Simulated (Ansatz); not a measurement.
# Single-point calculation of TaN

The run: single-point calculation of TaN (R-3m, 2 atoms in the cell). Method and program: DFT PBE, scalar-relativistic, plane waves, PAW, PAW set soft_1, no spin polarisation (Ansatz 0.2.0).

The structure derives from an entry of the Crystallography Open Database. Figures and captions count atoms from 1; the log counts them from 0 in places.

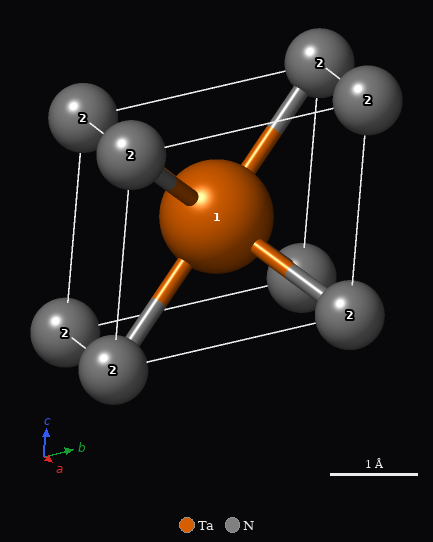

The structure (ball-and-stick view of the cell of the calculation, seen slightly off an axis; atoms are numbered from 1 in the order of the input). Near neighbours in the crystal (not all of them lie inside the picture): Ta has 6 N at 2.16 Å and 6 Ta at 2.88 Å; N has 6 Ta at 2.16 Å.

### Results in brief

```csv
quantity,value
outcome,converged
space group (tolerance 0.01 Å),R-3m (166)
electrons treated,18
free energy,−10318.5141 eV
Fermi energy,23.011 eV
gap on the k-point mesh,none (metallic)
pressure,33.47 GPa
largest force (length of the vector),under 0.001 eV/Å
hardware,"1 thread of Arm Neoverse N1, 98 GiB of memory available, shared host"
wall time,32 s
peak memory,0.49 GiB
```

### Remarks

Spin–orbit coupling is left out, which matters for Ta. The cell is under a pressure of 33 GPa at this level, so it is not at its equilibrium volume.

### Input file
```yaml
crystal:
  lattice:
    - [-0.2531401234, 2.028772047, 2.028772047]
    - [2.028772047, -0.2531401234, 2.028772047]
    - [2.028772047, 2.028772047, -0.2531401234]
  atoms:
    - { symbol: Ta, position: [0.5, 0.5, 0.5] }
    - { symbol: "N", position: [0.0, 0.0, 0.0] }
basis:
  ecutwfc: 520.0
kpoints:
  mp_grid: { grid: [20, 20, 20] }
hamiltonian:
  xc: pbe
  pseudopotentials: { kind: paw, azcp: { folder: soft_1 } }
scf:
  occupations: { method: gaussian, width: 0.15 }
output:
  forces: true
  stress: true
  eigenvalues: true
  write_density: true
  write_potential: true
  elf: true
  volumetric_format: npy
```

Launch command:
```bash
ansatz run input.yaml --threads 1 --pin off --max-ram 2048MiB --backend cpu --events-out ev --progress --plain --runs-dir out
```

### What the program printed
```
Engine: ansatz 0.2.0, aarch64-unknown-linux-gnu
Pseudopotentials: kind: paw
Pseudopotential: Ta, paw, valence charge 13, recommended cutoff 420 eV (normal), [file]
Pseudopotential: N, paw, valence charge 5, recommended cutoff 420 eV (normal), [file]
Functional definition: PBE
  parameter kappa = 0.804
  parameter beta = 0.06672455060314922
  exchange = pbe_x(kappa = kappa, mu = beta*pi^2/3)
  correlation = pbe_c(beta = beta)
Crystal: 2 atoms, lattice volume = 19.810 Å³
Basis set: ecut = 520 eV, 519 PW (Γ), exchange–correlation on 48×48×48 points (8 copies of the dense FFT grid, shifted against one another)
Bands: 13, of which v1, the nominal top of the filled ones, is band 9 counted from 1 (8 counted from 0)
Symmetry: 12 space group operations
Space group: R-3m (ITA 166), of the structure as read, at distance tolerance 2.7e-5 Å
k-points: 781 of 8000
Non-local potential: Ta, projectors of the file, l = 0: 3, l = 1: 2, l = 2: 2, l = 3: 1
Non-local potential: N, projectors of the file, l = 0: 2, l = 1: 2, l = 2: 1
PAW form: soft (Blöchl's): semilocal exchange-correlation on the pseudo side does not see the compensation charge
PAW one-centre angular grid: Ta, 590 points (default); XC on 64 Gauss nodes
PAW one-centre angular grid: N, 110 points (default); XC on 64 Gauss nodes
Initial density: superposition of atomic densities (chi_scale 0.1, normalization cell, long waves kept (reshape's long-wave potential 0.00 eV rms))
Initial wavefunctions: pseudopotential atomic-orbital guess
Functional: x = pbe(κ = 0.804, μ = 0.2195149727645171), c = pbe(β = 0.06672455060314922)
SCF iter   1: F=—  HF=-10318.675216 eV  |F-HF|=—  |Δ(HF+E_count)|=         —  Δρ=6.22e-2  dr2=7.78e-1  ethr=3.10e-3  ⟨swp⟩=5.0  Hψ=49685  notcnv=0
preconditioner: auto → none  [metal: Δε(μ)=0.002 eV  Ē_g=11.956 eV  σ=0.150 eV  W_gap=0.01  n_scr=6 (ndim 8)  ℏωp=26.4 eV  f_vac=0.000  D(μ)=0.80/eV (n_scr^D=6)  sad-step TF]
SCF iter   2: F=—  HF=-10318.587453 eV  |F-HF|=—  |Δ(HF+E_count)|=   8.78e-2  Δρ=3.99e-2  dr2=3.39e-1  ethr=3.10e-3  ⟨swp⟩=1.4  Hψ=16746  notcnv=0  defer=25
SCF iter   3: F=—  HF=-10318.514106 eV  |F-HF|=—  |Δ(HF+E_count)|=   7.33e-2  Δρ=2.94e-3  dr2=6.74e-4  ethr=1.88e-3  ⟨swp⟩=2.0  Hψ=16349  notcnv=0  defer=26
SCF iter   4: F=—  HF=-10318.514107 eV  |F-HF|=—  |Δ(HF+E_count)|=   7.41e-7  Δρ=5.47e-4  dr2=6.16e-5  ethr=3.75e-6  ⟨swp⟩=2.5  Hψ=22427  notcnv=0  defer=26
SCF iter   5: F=—  HF=-10318.514097 eV  |F-HF|=—  |Δ(HF+E_count)|=   9.73e-6  Δρ=6.30e-5  dr2=1.49e-7  ethr=3.42e-7  ⟨swp⟩=2.5  Hψ=16329  notcnv=0  defer=27
SCF iter   6: F=-10318.514097 eV  HF=-10318.514097 eV  |F-HF|=1.19e-9  |Δ(HF+E_count)|=   3.41e-7  Δρ=6.01e-6  dr2=3.76e-9  ethr=5.56e-10  ⟨swp⟩=9.0  Hψ=67983  notcnv=0
SCF 1 converged in 6 iterations: F = -10318.514097 eV  dr2 = 3.76e-9
  greatest PAW one-centre occupation: 0.999 electrons in one spin orbital (limit 2), on the Ta atom at site 0 (counted from 0), in its partial waves of l = 0
```

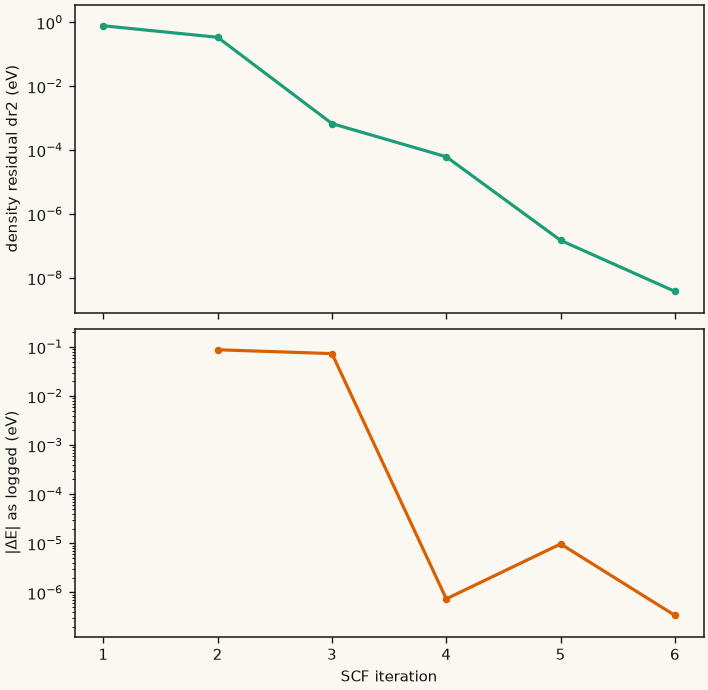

Convergence of the self-consistent field: density residual dr2 and size of the energy change against the SCF iteration. The residual falls at every step.

```
SCF converged after 6 iterations
Free energy (F): -10318.514097 eV
Harris-Foulkes:  -10318.514097 eV  (|F-HF|=1.19e-9)
Internal energy: -10318.504525 eV  (E = F + TS)
E sigma→0 (E₀):  -10318.509311 eV
Entropy (-TS):   -0.009572 eV (-4.786 meV/atom)
Fermi energy:    23.010980 eV
--- Per-component energies (eV) ---
  E_band       = -18.069839
  E_kinetic    = 531.103718
  E_local      = -517.878788  (includes V_loc(G=0)·N_el)
  E_nonlocal   = 24.574685
  E_hartree    = 190.583286
  E_xc         = -383.765155
  E_vxc        = -313.181658  (∫ρ·V_xc dr)
  E_paw        = -8433.371055  (= ΣΔE_a)
  E_vpaw       = -123.854171  (= ΣTr[D̂ρ^β])
  E_aug_tail   = -0.000003  (compensation charges beyond the density's cutoff)
  E_ewald      = -1729.751211
  E_smearing   = -0.009572  (= −TS)
  E_closure    = -0.000000  (closes the sum)
  Σ components = -10318.514097   (vs F -10318.514097, Δ=0.00e0)
--- Forces (eV/Å), atoms counted from 1 ---
  atom   1  Ta     0.00000000    -0.00000000    -0.00000000
  atom   2  N     -0.00000000    -0.00000000     0.00000000
  max |Σ_I F_I| component: 3.78e-30 eV/Å
--- Stress (GPa, compression-positive) ---
       33.472017      11.438132      11.438132
       11.438132      33.472017      11.438132
       11.438132      11.438132      33.472017
  P = ⅓ Tr σ = 33.4720 GPa (334.720 kbar)
--- Band table (eV; the first three rows and the last of 781) ---
  k-point 0: bands = ["-46.1353", "-12.3974", "-12.3974", "-12.1001", "3.9171", "19.1707", "19.1707", "19.7412", "19.7412", "19.9835", "22.4820", "23.8675", "23.8675"]
  k-point 1: bands = ["-46.1335", "-12.4205", "-12.3971", "-12.1098", "3.9831", "18.6930", "18.8195", "19.6684", "19.9806", "20.2415", "22.5863", "24.0985", "24.1014"]
  k-point 2: bands = ["-46.1282", "-12.4919", "-12.3960", "-12.1325", "4.1764", "17.8760", "18.2099", "19.2871", "20.3257", "20.7322", "22.8302", "24.6880", "24.7282"]
  k-point 780: bands = ["-45.9845", "-13.4974", "-12.6593", "-12.6593", "7.7570", "12.5259", "14.2314", "14.2314", "26.0916", "26.8215", "26.8215", "27.0775", "32.2101"]
```

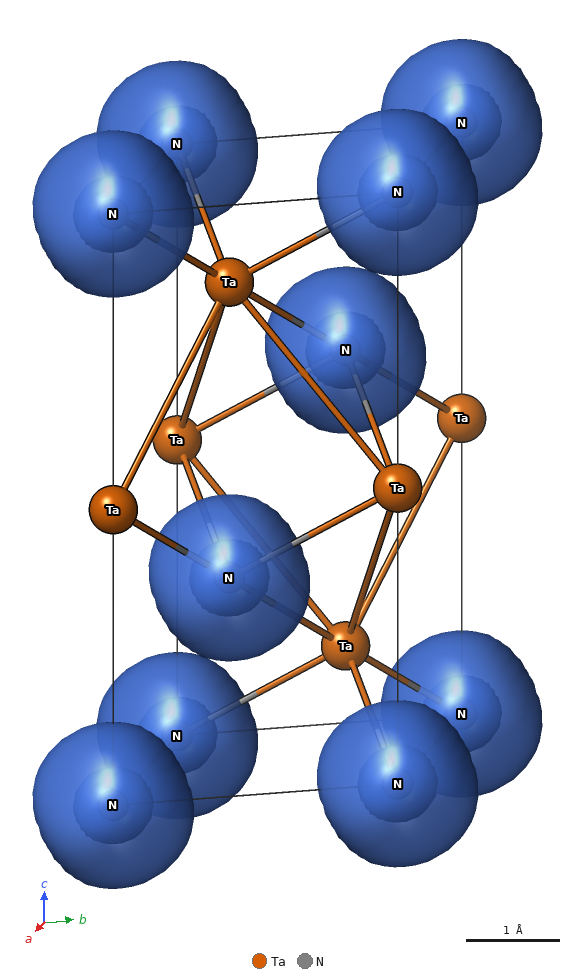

Isosurface of the ELF at 0.65 (blue), seen slightly off an axis. Only the valence region is drawn (cores and ρ < 0.01 e/Å³ removed). Sticks mark near contacts. The outline is the cell set on symmetry axes. Profiles from the grid: Ta–N (2.16 Å): the ELF is about 0.15 at the midpoint (no shared pair; the contact is polar). Ta–Ta (2.88 Å): the ELF is about 0.25 at the midpoint (no localised pair between them). Core electrons are frozen (PAW), so the fields are smoothed inside the atomic spheres.

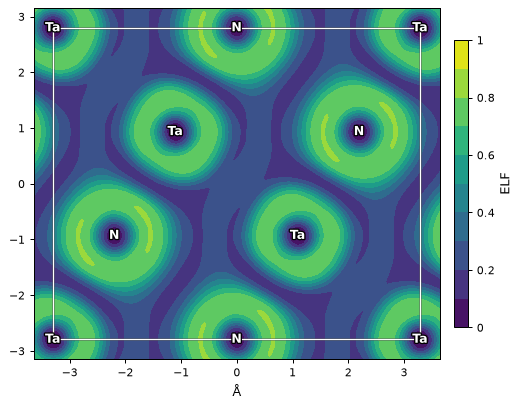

ELF on the (110) plane of the conventional cell. Ta–N (2.16 Å): the ELF is about 0.15 at the midpoint (no shared pair; the contact is polar). Ta–Ta (2.88 Å): the ELF is about 0.25 at the midpoint; no shared electron pair. The strong features right at Ta lie inside the PAW spheres (semicore, d or f shells) and say nothing about bonding.
